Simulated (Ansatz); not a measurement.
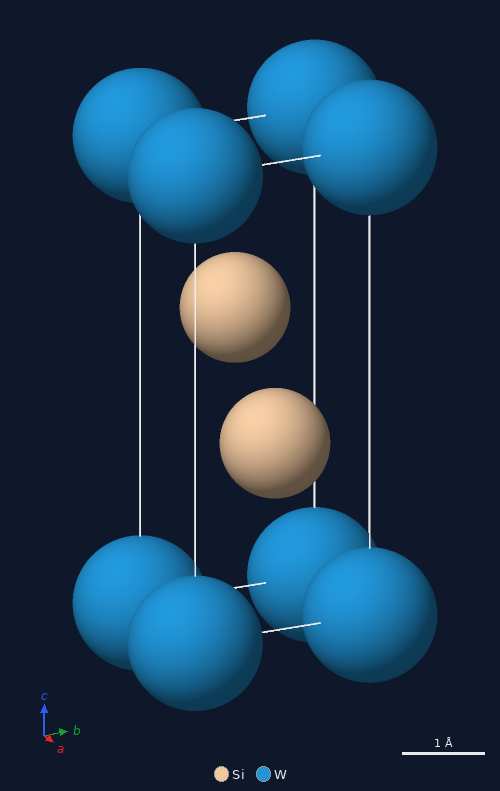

An orthographic spheres-only view of the structure, slightly off an axis. The frame is the simulation cell; atoms at its boundary are shown with their periodic copies.

The input file of the run:
```yaml
crystal:
  lattice:
    - [2.9523570846, 0.0, 0.0]
    - [-1.4761785423, 2.5568162363, 0.0]
    - [0.0, 0.0, 5.8534573765]
  atoms:
    - { symbol: Si, position: [0.6666666667, 0.3333333333, 0.6696370143] }
    - { symbol: Si, position: [0.3333333333, 0.6666666667, 0.3303629857] }
    - { symbol: W, position: [0.0, 0.0, 0.0] }
basis:
  ecutwfc: 420
kpoints:
  mp_grid: { grid: [18, 18, 8] }
  band_path:
    path:
      - [[0.0, 0.0, 0.0], [0.5, 0.0, 0.0], [0.33333333, 0.33333333, 0.0], [0.0, 0.0, 0.0], [0.0, 0.0, 0.5], [0.5, 0.0, 0.5], [0.33333333, 0.33333333, 0.5], [0.0, 0.0, 0.5]]
      - [[0.5, 0.0, 0.5], [0.5, 0.0, 0.0]]
      - [[0.33333333, 0.33333333, 0.5], [0.33333333, 0.33333333, 0.0]]
    npoints: 14
hamiltonian:
  xc: pbe
scf:
  occupations: { method: gaussian, width: 0.1 }
  n_extra_bands: 7
output:
  forces: true
  stress: true
  eigenvalues: true
  populations: true
  dos: { projected: true, de: 0.02, nscf_kmesh: { grid: [22, 22, 10] } }
  bader: true
  write_density: true
  write_potential: true
  elf: true
  volumetric_format: npy
```
Run as:
```sh
ansatz run input.yaml --threads 1 --pin off --max-ram 2560MiB --backend cpu --events-out ev --progress --plain --runs-dir out
```

Setup: Ansatz 0.2.0, DFT PBE, scalar-relativistic, plane waves, PAW; plane waves up to 420 eV, k-grid 18×18×8, Gaussian smearing of 0.1 eV, no spin polarisation.

Question: Predict the Bader charges.

Answer: Si -0.07 e; W +0.13 e. Little charge moves, as in a metallic or covalent solid.

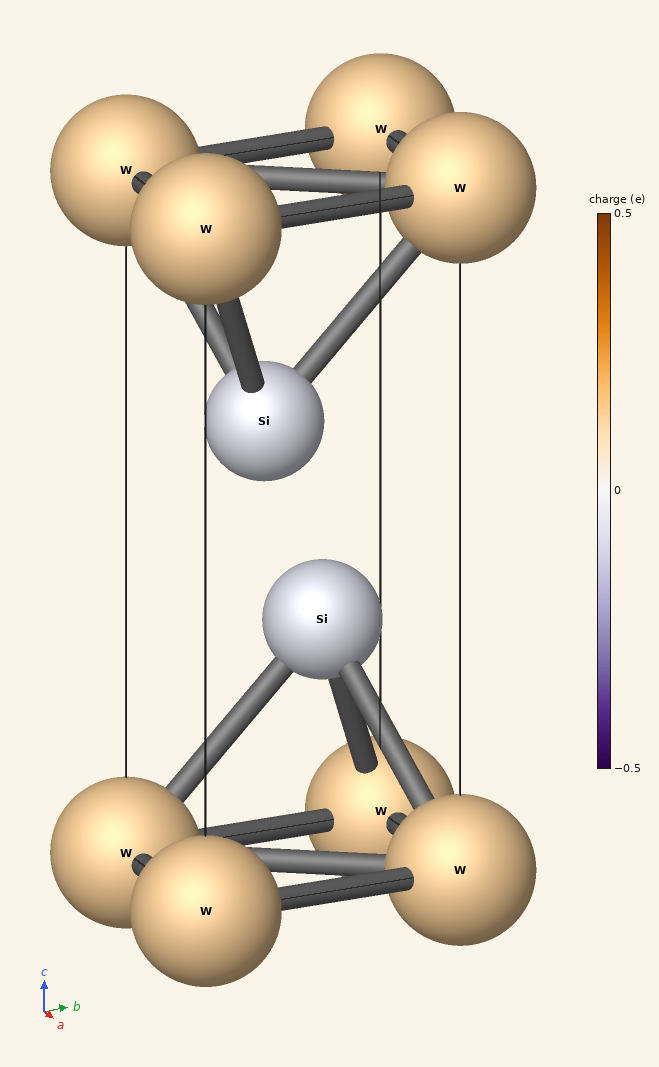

The atoms coloured by those charges.

It goes back to a structure type filled with these elements by a generator (whether the compound takes this form wasn't checked). Earlier steps of the study, as a rule a relaxation of our own, may have changed the cell and positions, so they can lie some per cent off the listed ones. It was run through Ansatz as a DFT input.
